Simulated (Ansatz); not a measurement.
PtSe$_{2}$

The calculation's input:

```
crystal:
  lattice:
    - [1.8204971929, 1.0510645444, 5.48450213]
    - [-1.8204971929, 1.0510645444, 5.48450213]
    - [0.0, -2.1021290888, 5.48450213]
  atoms:
    - { symbol: Pt, position: [-0.0007636755, -0.0007636755, -0.0007636755] }
    - { symbol: Se, position: [0.4219829436, 0.4219829436, 0.4219829436] }
    - { symbol: Se, position: [0.2454473985, 0.2454473985, 0.2454473985] }
kpoints:
  mp_grid: { grid: [6, 6, 6] }
hamiltonian:
  xc: pbesol
scf:
  occupations: { method: fermi_dirac, width: 0.02 }
  n_extra_bands: 4
output:
  forces: true
  stress: true
  eigenvalues: true
  write_density: true
  write_potential: true
  elf: true
  volumetric_format: npy
```

Launched as:

```sh
ansatz run input.yaml --threads 4 --pin off --max-ram 3686MiB --backend cpu --events-out ev --progress --plain --runs-dir out
```

Below, planes, directions and counts refer to the conventional cell (a = 3.64 Å, b = 3.64 Å, c = 16.45 Å, α = 90.00°, β = 90.00°, γ = 120.00°).

Space group R3m; started from the 3R (MoS2) bulk prototype, which need not be the ambient phase.

Theory: Ansatz, DFT, PBEsol, plane waves, PAW.

The density is the valence pseudo-density of a PAW calculation; it isn't the true density close to the nuclei.

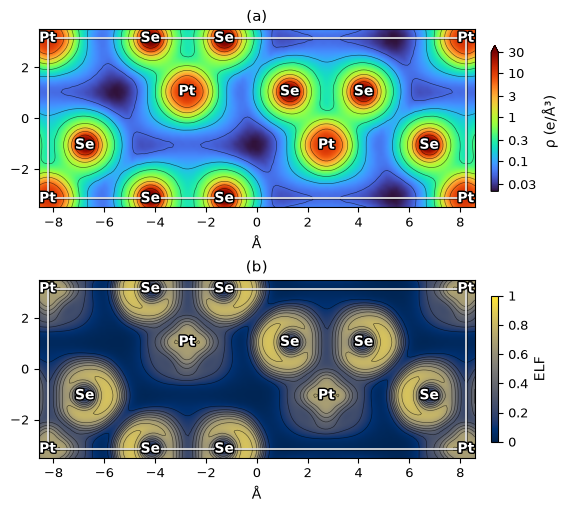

Figure 1. (a) valence pseudo-density; (b) electron localisation function on the (110) plane of the conventional cell.

### Read the bonding off the picture.

The plane passes through Pt and Se nuclei.
Pt–Se (2.54 Å): ρ is about 0.53 e/Å³ halfway; the ELF is about 0.40 at the midpoint.
Between the atoms the lowest density in this plane is 0.02 e/Å³.
The features right at Pt lie inside the PAW spheres, where the map follows smoothed inner orbitals and isn't to be read closely.

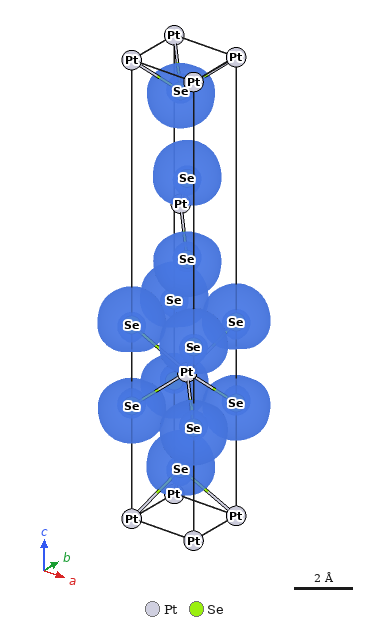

Figure 2. Isosurface of the ELF at 0.6 (blue), seen slightly off an axis. Core shells and regions of very low density are left out. Sticks mark near contacts.

### Where are the electrons localised?

The ELF exceeds this value in six regions wrapped around Se (the valence shell of each), counted in one cell of 9 atoms. Any copies at cell faces, edges or corners count once.
